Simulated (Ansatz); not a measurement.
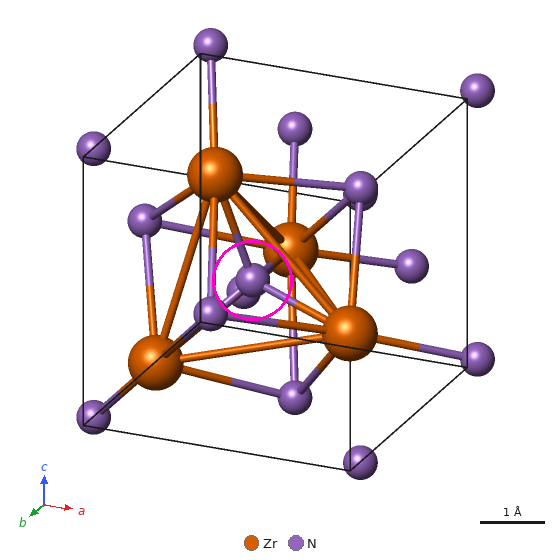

Shown here is a ball-and-stick view of the crystal, taken from a general direction. The edges of the supercell are marked. The host is ZrN, in a cell of 8 sites, and the cell is neutral. A ring marks the defect's site.

Q: Identify the point defect.

A: An interstitial nitrogen atom. It is bonded to four Zr in a tetrahedral arrangement at about 2.0 Å.

The atoms were relaxed in the host's cell with Ansatz 0.2.0, DFT PBE, scalar-relativistic, plane waves, PAW.
